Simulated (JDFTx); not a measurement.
## LiCl: single-point calculation at one volume of an equation of state

The run: single-point calculation at one volume of an equation of state of LiCl (2 atoms in the cell). Method and program: Kohn-Sham DFT of a periodic cell, LDA, PseudoDojo-SR-LDA-0.4.1-standard, no spin polarisation (JDFTx 1.7.0 (patched build)).

The structure derives from an entry of the Crystallography Open Database. It belongs to a series of runs on one base structure; here: volume scaled by 1.02.

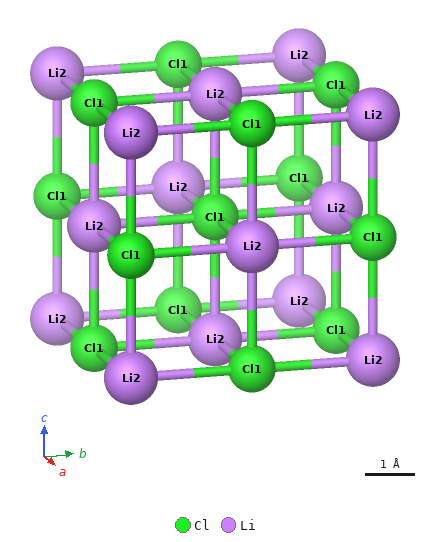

**Figure 1.** The input geometry (ball-and-stick view of the cell 4 times as large as that of the calculation, set on its symmetry axes, seen slightly off an axis; atoms are numbered from 1 in the order of the input).

Input:
```
lattice \
    0.0000000000     4.8788112443     4.8788112443 \
    4.8788112443     0.0000000000     4.8788112443 \
    4.8788112443     4.8788112443     0.0000000000
coords-type Cartesian
ion Cl     4.8788112443     4.8788112443     4.8788112443 1
ion Li     0.0000000000     0.0000000000     0.0000000000 1

ion-species pseudo/Cl.upf
ion-species pseudo/Li.upf
elec-cutoff 37 296
elec-ex-corr lda-PW
kpoint-folding 9 9 9
elec-smearing Fermi 0.0018374661
elec-n-bands 10
electronic-SCF nIterations 100 energyDiffThreshold 1e-09
electronic-minimize nIterations 30 energyDiffThreshold 1e-7
forces-output-coords Cartesian

dump-name run.$VAR
dump End Ecomponents EigStats BandEigs Kpoints Forces Stress ElecDensity Dtot KEdensity
```

Launch command:
```bash
jdftx -c 1 -i LiCl.in -o LiCl.out
```

Log:
```
*************** JDFTx 1.7.0 (patched build) ***************

Input parsed successfully to the following command list (including defaults):
[... the input with its defaults ...]

---------- Setting up symmetries ----------

Found 48 point-group symmetries of the bravais lattice
Found 48 space-group symmetries with basis
Applied RMS atom displacement 0 bohrs to make symmetries exact.

---------- Initializing the Grid ----------
R =
[            0      4.87881      4.87881  ]
[      4.87881            0      4.87881  ]
[      4.87881      4.87881            0  ]
unit cell volume = 232.259
G =
[  -0.643926   0.643926   0.643926  ]
[   0.643926  -0.643926   0.643926  ]
[   0.643926   0.643926  -0.643926  ]
Minimum fftbox size, Smin = [  56  56  56  ]
Chosen fftbox size, S = [  56  56  56  ]

---------- Initializing tighter grid for wavefunction operations ----------
R =
[            0      4.87881      4.87881  ]
[      4.87881            0      4.87881  ]
[      4.87881      4.87881            0  ]
unit cell volume = 232.259
G =
[  -0.643926   0.643926   0.643926  ]
[   0.643926  -0.643926   0.643926  ]
[   0.643926   0.643926  -0.643926  ]
Minimum fftbox size, Smin = [  40  40  40  ]
Chosen fftbox size, S = [  40  40  40  ]

---------- Exchange Correlation functional ----------
Initalized Slater LDA exchange.
Initalized Perdew-Wang LDA correlation.

---------- Setting up pseudopotentials ----------
Width of ionic core gaussian charges (only for fluid interactions / plotting) set to 0

Reading pseudopotential file 'pseudo/Cl.upf':
  'Cl' pseudopotential, 'SLA  PW   NOGX NOGC' functional
  Generated using ONCVPSP code by D. R. Hamann
  7 valence electrons, 2 orbitals, 6 projectors, 1001 radial grid points, with lMax = 2
    3S    l: 0   occupation:  2.0   eigenvalue: -0.760433
    3P    l: 1   occupation:  5.0   eigenvalue: -0.319777
  Core radius for overlap checks: 1.71 bohrs.

Reading pseudopotential file 'pseudo/Li.upf':
  'Li' pseudopotential, 'SLA  PW   NOGX NOGC' functional
  Generated using ONCVPSP code by D. R. Hamann
  3 valence electrons, 2 orbitals, 4 projectors, 1001 radial grid points, with lMax = 1
    1S    l: 0   occupation:  2.0   eigenvalue: -1.878377
    2S    l: 0   occupation:  1.0   eigenvalue: -0.105608
  Core radius for overlap checks: 1.34 bohrs.

Initialized 2 species with 2 total atoms.

Folded 1 k-points by 9x9x9 to 729 k-points.

---------- Setting up k-points, bands, fillings ----------
Reduced to 35 k-points under symmetry.
Computing the number of bands and number of electrons
Calculating initial fillings.
nElectrons:  10.000000   nBands: 10   nStates: 35

----- Setting up reduced wavefunction bases (one per k-point) -----
average nbasis = 2495.573 , ideal nbasis = 2496.713

---------- Setting up ewald sum ----------
Optimum gaussian width for ewald sums = 2.215872 bohr.
Real space sum over 1331 unit cells with max indices [  5  5  5  ]
Reciprocal space sum over 2197 terms with max indices [  6  6  6  ]

---------- Allocating electronic variables ----------
Initializing wave functions:  linear combination of atomic orbitals
Note: number of bands (10) exceeds available atomic orbitals (6)
Cl pseudo-atom occupations:   s ( 2 )  p ( 5 )
Li pseudo-atom occupations:   s ( 2 1 )
	FillingsUpdate:  mu: +0.237769570  nElectrons: 10.000000
LCAOMinimize: Iter:   0  F: -22.3071790915403199  |grad|_K:  2.438e-03  alpha:  1.000e+00
	FillingsUpdate:  mu: +0.230265424  nElectrons: 10.000000
LCAOMinimize: Iter:   1  F: -22.3138680232107021  |grad|_K:  4.277e-05  alpha:  6.123e-01  linmin: -2.645e-01  cgtest:  5.529e-01
LCAOMinimize: Encountered beta<0, resetting CG.
	FillingsUpdate:  mu: +0.230195557  nElectrons: 10.000000
LCAOMinimize: Iter:   2  F: -22.3138705828504591  |grad|_K:  9.365e-06  alpha:  7.989e-01  linmin: -1.149e-03  cgtest:  1.350e-02
	FillingsUpdate:  mu: +0.230221757  nElectrons: 10.000000
LCAOMinimize: Iter:   3  F: -22.3138706927328556  |grad|_K:  1.724e-07  alpha:  7.146e-01  linmin: -1.220e-03  cgtest: -1.546e-01
	FillingsUpdate:  mu: +0.230221478  nElectrons: 10.000000
LCAOMinimize: Iter:   4  F: -22.3138706927762343  |grad|_K:  2.099e-08  alpha:  8.367e-01  linmin:  2.540e-03  cgtest: -3.659e-02
LCAOMinimize: Converged (|Delta F|<1.000000e-06 for 2 iters).

-------- Electronic minimization -----------
Will mix electronic density at each iteration.
	FillingsUpdate:  mu: +0.230221478  nElectrons: 10.000000
	FillingsUpdate:  mu: +0.220486433  nElectrons: 10.000000
SCF: Cycle:  0   F: -22.334175513884595   dF: -2.030e-02   |Residual|: 5.986e-02   |deigs|: 1.761e-01
	FillingsUpdate:  mu: +0.100000000  nElectrons: 10.000000
SCF: Cycle:  1   F: -22.339265748467600   dF: -5.090e-03   |Residual|: 1.535e-02   |deigs|: 1.299e-02
	FillingsUpdate:  mu: +0.100000000  nElectrons: 10.000000
SCF: Cycle:  2   F: -22.339662057061062   dF: -3.963e-04   |Residual|: 4.927e-03   |deigs|: 4.379e-03
	FillingsUpdate:  mu: +0.100000000  nElectrons: 10.000000
SCF: Cycle:  3   F: -22.339668611316039   dF: -6.554e-06   |Residual|: 8.042e-04   |deigs|: 1.475e-03
	FillingsUpdate:  mu: +0.100000000  nElectrons: 10.000000
SCF: Cycle:  4   F: -22.339669709214419   dF: -1.098e-06   |Residual|: 3.278e-04   |deigs|: 3.083e-04
	FillingsUpdate:  mu: +0.100000000  nElectrons: 10.000000
SCF: Cycle:  5   F: -22.339670130673472   dF: -4.215e-07   |Residual|: 3.628e-05   |deigs|: 2.954e-04
	FillingsUpdate:  mu: +0.100000000  nElectrons: 10.000000
SCF: Cycle:  6   F: -22.339670236021984   dF: -1.053e-07   |Residual|: 2.015e-05   |deigs|: 2.291e-04
	FillingsUpdate:  mu: +0.100000000  nElectrons: 10.000000
SCF: Cycle:  7   F: -22.339670286583651   dF: -5.056e-08   |Residual|: 7.563e-06   |deigs|: 2.539e-04
	FillingsUpdate:  mu: +0.100000000  nElectrons: 10.000000
SCF: Cycle:  8   F: -22.339670296649555   dF: -1.007e-08   |Residual|: 4.263e-06   |deigs|: 2.826e-04
	FillingsUpdate:  mu: +0.100000000  nElectrons: 10.000000
SCF: Cycle:  9   F: -22.339670301474335   dF: -4.825e-09   |Residual|: 1.107e-06   |deigs|: 2.944e-04
	FillingsUpdate:  mu: +0.100000000  nElectrons: 10.000000
SCF: Cycle: 10   F: -22.339670302638062   dF: -1.164e-09   |Residual|: 3.794e-07   |deigs|: 2.738e-04
	FillingsUpdate:  mu: +0.100000000  nElectrons: 10.000000
SCF: Cycle: 11   F: -22.339670303247207   dF: -6.091e-10   |Residual|: 7.663e-07   |deigs|: 4.818e-04
	FillingsUpdate:  mu: +0.100000000  nElectrons: 10.000000
SCF: Cycle: 12   F: -22.339670303370422   dF: -1.232e-10   |Residual|: 6.501e-07   |deigs|: 2.494e-04
SCF: Converged (|Delta E|<1.000000e-09 for 2 iters).

Setting wave functions to eigenvectors of Hamiltonian

# Stress tensor in Cartesian coordinates [Eh/a0^3]:
[  0.000127089            0            0  ]
[            0  0.000127089            0  ]
[            0            0  0.000127089  ]

# Ionic positions in cartesian coordinates:
ion Cl   4.878811244300000   4.878811244300000   4.878811244300000 1
ion Li   0.000000000000000   0.000000000000000   0.000000000000000 1

# Forces in Cartesian coordinates:
force Cl   0.000000000000000  -0.000000000000000  -0.000000000000000 1
force Li  -0.000000000000000  -0.000000000000000   0.000000000000000 1

# Energy components:
   Eewald =      -15.9716560989292606
       EH =        3.8013164020967700
     Eloc =      -13.8732638519355334
      Enl =       -2.2183706545381954
      Exc =       -6.0772417650372859
 Exc_core =        1.3131385481486879
       KE =       10.6864071168244070
-------------------------------------
     Etot =      -22.3396703033704185
       TS =        0.0000000000000018
-------------------------------------
        F =      -22.3396703033704220

IonicMinimize: Iter:   0  F: -22.339670303370422  |grad|_K:        nan
IonicMinimize: None of the convergence criteria satisfied after 0 iterations.

#--- Lowdin population analysis ---
# oxidation-state Cl -0.595
# oxidation-state Li +0.662

Dumping 'run.eigStats' ...
	eMin: -1.513290 at state 0 ( [ +0.000000 +0.000000 +0.000000 ] spin 0 )
	HOMO: +0.047323 at state 0 ( [ +0.000000 +0.000000 +0.000000 ] spin 0 )
	mu  : +0.100000
	LUMO: +0.263296 at state 0 ( [ +0.000000 +0.000000 +0.000000 ] spin 0 )
	eMax: +0.642644 at state 4 ( [ +0.000000 +0.000000 +0.444444 ] spin 0 )
	HOMO-LUMO gap: +0.215973
	Optical gap  : +0.215973 at state 0 ( [ +0.000000 +0.000000 +0.000000 ] spin 0 )
Done!
```

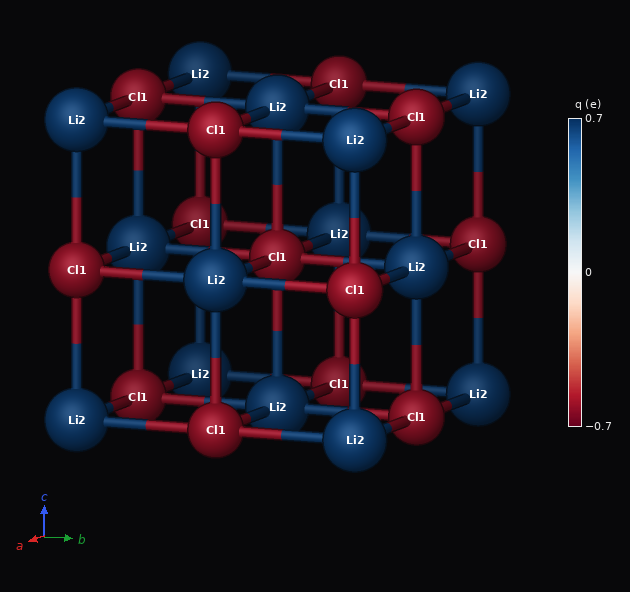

**Figure 2.** Löwdin charges, as the colour of each atom (ball-and-stick view of the cell 4 times as large as that of the calculation, set on its symmetry axes, seen slightly off an axis; atoms are numbered from 1 in the order of the input). By element: Cl −0.59 and Li +0.66 e.

Results in brief:

| quantity | value |
| --- | --- |
| outcome | converged |
| space group (tolerance 0.01 Å) | Fm-3m (225) |
| electrons treated | 10 |
| free energy | −607.8934 eV |
| gap on the k-point mesh | 5.88 eV |
| pressure | −3.74 GPa |
| largest force (length of the vector) | under 0.001 eV/Å |
| hardware | 1 thread of Arm Neoverse V2, 24 GiB of memory available, shared host |
| wall time | 38 s |
| peak memory | 0.1 GiB |
